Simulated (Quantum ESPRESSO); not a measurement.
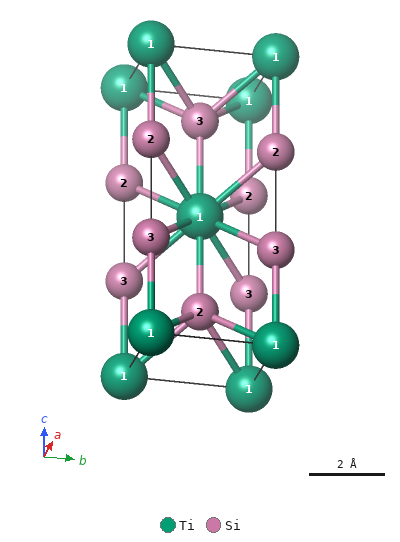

Figure 1. The structure (ball-and-stick view of the cell 2 times as large as that of the calculation, set on its symmetry axes, seen at an oblique angle; atoms are numbered from 1 in the order of the input). An atom can appear more than once, as a periodic image.

## TiSi$_{2}$: single-point calculation

System: TiSi$_{2}$ (Immm, 3 atoms in the cell).
Method: Kohn-Sham DFT of a periodic cell, PBEsol, GBRV 1.5 PBEsol, no spin polarisation (Quantum ESPRESSO 7.5).

The structure derives from a Materials Project entry. The volume is scaled by 1.04.

**Input file**
```
&CONTROL
  calculation = 'scf'
  prefix = 'pwscf'
  outdir = './tmp'
  pseudo_dir = './pseudo'
  tprnfor = .true.
  tstress = .true.
  disk_io = 'nowf'
/
&SYSTEM
  ibrav = 0
  nat = 3
  ntyp = 2
  ecutwfc = 45
  ecutrho = 360
  nbnd = 16
  occupations = 'smearing'
  smearing = 'fd'
  degauss = 0.00367493
/
&ELECTRONS
  conv_thr = 6d-10
  electron_maxstep = 120
  mixing_beta = 0.5
/
ATOMIC_SPECIES
Ti    47.8670 ti_pbesol_v1.4.uspp.F.UPF
Si    28.0850 si_pbesol_v1.uspp.F.UPF
CELL_PARAMETERS angstrom
  -1.4922541174    1.7346606101    4.2675115011
   1.4922541174   -1.7346606101    4.2675115011
   1.4922541174    1.7346606101   -4.2675115011
ATOMIC_POSITIONS crystal
Ti     0.0000000000    0.0000000000    0.0000000000
Si     0.6700780000    0.6700780000    0.0000000000
Si     0.3299220000    0.3299220000    0.0000000000
K_POINTS automatic
12 12 12 0 0 0
```

Run as:
```bash
OMP_NUM_THREADS=1 mpirun -n 2 pw.x -nk 2 -in pw.in > pw.out
```

**What the program printed**
```
This program is part of the open-source Quantum ESPRESSO suite
     for quantum simulation of materials; please cite
         "P. Giannozzi et al., J. Phys.:Condens. Matter 21 395502 (2009);
         "P. Giannozzi et al., J. Phys.:Condens. Matter 29 465901 (2017);
         "P. Giannozzi et al., J. Chem. Phys. 152 154105 (2020);
          URL
     in publications or presentations arising from this work. More details at

     Message from routine setup:
     using ibrav=0 with symmetry is DISCOURAGED, use correct ibrav instead

     K-points division:     npool     =       2
     Subspace diagonalization in iterative solution of the eigenvalue problem:
     a serial algorithm will be used

     G-vector sticks info
     --------------------
     sticks:   dense  smooth     PW     G-vecs:    dense   smooth      PW
     Sum        1999    1005    363                34355    12143    2755

     Using Slab Decomposition

     bravais-lattice index     =            0
     lattice parameter (alat)  =       9.1506  a.u.
     unit-cell volume          =     298.1869 (a.u.)^3
     number of atoms/cell      =            3
     number of atomic types    =            2
     number of electrons       =        20.00
     number of Kohn-Sham states=           16
     kinetic-energy cutoff     =      45.0000  Ry
     charge density cutoff     =     360.0000  Ry
     scf convergence threshold =      6.0E-10
     mixing beta               =       0.5000
     number of iterations used =            8  plain     mixing
     Exchange-correlation= SLA  PW   PSX  PSC
                           (   1   4  10   8   0   0   0)

     celldm(1)=   9.150553  celldm(2)=   0.000000  celldm(3)=   0.000000
     celldm(4)=   0.000000  celldm(5)=   0.000000  celldm(6)=   0.000000

     crystal axes: (cart. coord. in units of alat)
               a(1) = (  -0.308173   0.358233   0.881305 )
               a(2) = (   0.308173  -0.358233   0.881305 )
               a(3) = (   0.308173   0.358233  -0.881305 )

     reciprocal axes: (cart. coord. in units 2 pi/alat)
               b(1) = ( -0.000000  1.395738  0.567341 )
               b(2) = (  1.622466  0.000000  0.567341 )
               b(3) = (  1.622466  1.395738  0.000000 )

     PseudoPot. # 1 for Ti read from file:
     ti_pbesol_v1.4.uspp.F.UPF
     Pseudo is Ultrasoft + core correction, Zval = 12.0
     Generated by new atomic code, or converted to UPF format
     Using radial grid of  851 points,  6 beta functions with:
                l(1) =   0
                l(2) =   0
                l(3) =   1
                l(4) =   1
                l(5) =   2
                l(6) =   2
     Q(r) pseudized with  6 coefficients,  rinner =    1.000   1.000   1.000
                                                       1.000   1.000

     PseudoPot. # 2 for Si read from file:
     si_pbesol_v1.uspp.F.UPF
     Pseudo is Ultrasoft + core correction, Zval =  4.0
     Generated by new atomic code, or converted to UPF format
     Using radial grid of  899 points,  6 beta functions with:
                l(1) =   0
                l(2) =   0
                l(3) =   1
                l(4) =   1
                l(5) =   2
                l(6) =   2
     Q(r) pseudized with  8 coefficients,  rinner =    0.900   0.900   0.900
                                                       0.900   0.900

     atomic species   valence    mass     pseudopotential
     Ti               12.00    47.86700     Ti( 1.00)
     Si                4.00    28.08500     Si( 1.00)

      8 Sym. Ops., with inversion, found

   Cartesian axes

     site n.     atom                  positions (alat units)
         1        Ti     tau(   1) = (   0.0000000   0.0000000   0.0000000  )
         2        Si     tau(   2) = (  -0.0000000   0.0000000   1.1810861  )
         3        Si     tau(   3) = (   0.0000000   0.0000000   0.5815238  )

     number of k points=   280  Fermi-Dirac smearing, width (Ry)=  0.0037

     Number of k-points >= 100: set verbosity='high' to print them.

     Dense  grid:    34355 G-vectors     FFT dimensions: (  60,  60,  60)

     Smooth grid:    12143 G-vectors     FFT dimensions: (  40,  40,  40)

     Check: negative core charge=   -0.000006

     Initial potential from superposition of free atoms

     starting charge      18.9987, renormalised to      20.0000

     negative rho (up, down):  9.836E-04 0.000E+00
     Starting wfcs are   18 randomized atomic wfcs

     Self-consistent Calculation

     iteration #  1     ecut=    45.00 Ry     beta= 0.50
     Davidson diagonalization with overlap
     ethr =  1.00E-02,  avg # of iterations =  3.5

     Threshold (ethr) on eigenvalues was too large:
     Diagonalizing with lowered threshold

     Davidson diagonalization with overlap
     ethr =  6.98E-04,  avg # of iterations =  1.9

     negative rho (up, down):  9.287E-04 0.000E+00

     total energy              =    -138.33856274 Ry
     estimated scf accuracy    <       0.15379685 Ry

     iteration #  2     ecut=    45.00 Ry     beta= 0.50
     Davidson diagonalization with overlap
     ethr =  7.69E-04,  avg # of iterations =  2.5

     negative rho (up, down):  7.130E-04 0.000E+00

     total energy              =    -138.34910002 Ry
     estimated scf accuracy    <       0.07362323 Ry

     iteration #  3     ecut=    45.00 Ry     beta= 0.50
     Davidson diagonalization with overlap
     ethr =  3.68E-04,  avg # of iterations =  2.5

     negative rho (up, down):  6.747E-04 0.000E+00

     total energy              =    -138.36518287 Ry
     estimated scf accuracy    <       0.04022162 Ry

     iteration #  4     ecut=    45.00 Ry     beta= 0.50
     Davidson diagonalization with overlap
     ethr =  2.01E-04,  avg # of iterations =  1.4

     negative rho (up, down):  6.155E-04 0.000E+00

     total energy              =    -138.37075739 Ry
     estimated scf accuracy    <       0.00028933 Ry

     iteration #  5     ecut=    45.00 Ry     beta= 0.50
     Davidson diagonalization with overlap
     ethr =  1.45E-06,  avg # of iterations =  6.9

     negative rho (up, down):  5.856E-04 0.000E+00

     total energy              =    -138.37092964 Ry
     estimated scf accuracy    <       0.00012711 Ry

     iteration #  6     ecut=    45.00 Ry     beta= 0.50
     Davidson diagonalization with overlap
     ethr =  6.36E-07,  avg # of iterations =  2.4

     negative rho (up, down):  5.794E-04 0.000E+00

     total energy              =    -138.37095736 Ry
     estimated scf accuracy    <       0.00003043 Ry

     iteration #  7     ecut=    45.00 Ry     beta= 0.50
     Davidson diagonalization with overlap
     ethr =  1.52E-07,  avg # of iterations =  1.6

     negative rho (up, down):  5.778E-04 0.000E+00

     total energy              =    -138.37096273 Ry
     estimated scf accuracy    <       0.00000020 Ry

     iteration #  8     ecut=    45.00 Ry     beta= 0.50
     Davidson diagonalization with overlap
     ethr =  9.88E-10,  avg # of iterations =  5.1

     negative rho (up, down):  5.778E-04 0.000E+00

     total energy              =    -138.37096315 Ry
     estimated scf accuracy    <          3.8E-09 Ry

     iteration #  9     ecut=    45.00 Ry     beta= 0.50
     Davidson diagonalization with overlap
     ethr =  1.92E-11,  avg # of iterations =  3.2

     negative rho (up, down):  5.777E-04 0.000E+00

     total energy              =    -138.37096315 Ry
     estimated scf accuracy    <          3.0E-09 Ry

     iteration # 10     ecut=    45.00 Ry     beta= 0.50
     Davidson diagonalization with overlap
     ethr =  1.50E-11,  avg # of iterations =  1.8

     negative rho (up, down):  5.777E-04 0.000E+00

     End of self-consistent calculation

     Number of k-points >= 100: set verbosity='high' to print the bands.

     the Fermi energy is    11.7508 ev

!    total energy              =    -138.37096315 Ry
     estimated scf accuracy    <          7.1E-12 Ry
     smearing contrib. (-TS)   =      -0.00086560 Ry
     internal energy E=F+TS    =    -138.37009755 Ry

     The total energy is F=E-TS. E is the sum of the following terms:
     one-electron contribution =     -48.47518802 Ry
     hartree contribution      =      32.95742877 Ry
     xc contribution           =     -26.56876219 Ry
     ewald contribution        =     -96.28357612 Ry

     convergence has been achieved in  10 iterations

     negative rho (up, down):  5.777E-04 0.000E+00

     Forces acting on atoms (cartesian axes, Ry/au):

     atom    1 type  1   force =     0.00000000    0.00000000    0.00000000
     atom    2 type  2   force =    -0.00000000   -0.00000000   -0.00358484
     atom    3 type  2   force =     0.00000000    0.00000000    0.00358484

     Total force =     0.005070     Total SCF correction =     0.000001

     Computing stress (Cartesian axis) and pressure

     negative rho (up, down):  5.777E-04 0.000E+00
          total   stress  (Ry/bohr**3)                   (kbar)     P=      -84.60
  -0.00050966  -0.00000000  -0.00000000          -74.97       -0.00       -0.00
  -0.00000000  -0.00059184  -0.00000000           -0.00      -87.06       -0.00
  -0.00000000  -0.00000000  -0.00062378           -0.00       -0.00      -91.76

=------------------------------------------------------------------------------=
   JOB DONE.
=------------------------------------------------------------------------------=
```

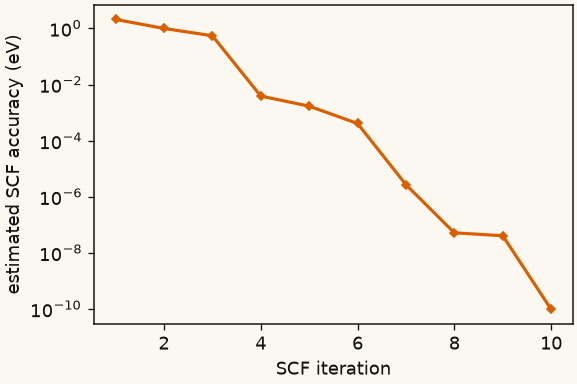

Figure 2. Convergence of the self-consistent field: estimated SCF accuracy against the iteration. The field takes 10 iterations in all.

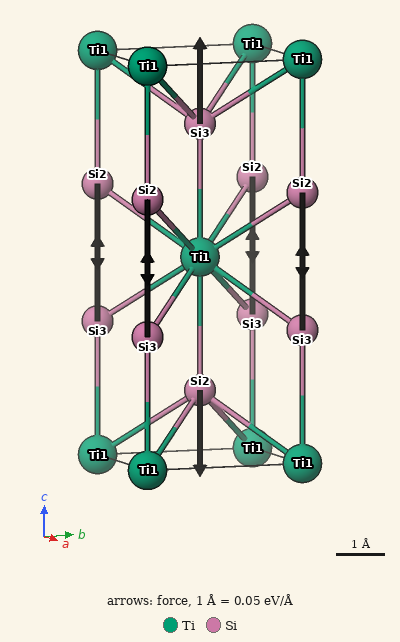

Figure 3. Forces on the atoms as black arrows (ball-and-stick view of the cell 2 times as large as that of the calculation, set on its symmetry axes, seen slightly off an axis; atoms are numbered from 1 in the order of the input). The largest act on Si2, Si3 (0.09 eV/Å). The geometry is not a stationary point of this energy.

**Summary**

- outcome: converged
- space group (tolerance 0.01 Å): Immm (71)
- electrons treated: 20
- free energy: −1882.6329 eV
- Fermi energy: 11.751 eV
- gap on the k-point mesh: none (metallic)
- pressure: −8.46 GPa
- largest force (length of the vector): 0.092 eV/Å
- hardware: 2 threads of Arm Neoverse V2, 24 GiB of memory available, shared host
- wall time: 94 s (CPU time 3.1 min)
- peak memory: 0.34 GiB

**Remarks**

Notes on the run: negative rho. The cell is under a tension of 8.5 GPa at this level, so it is not at its equilibrium volume.
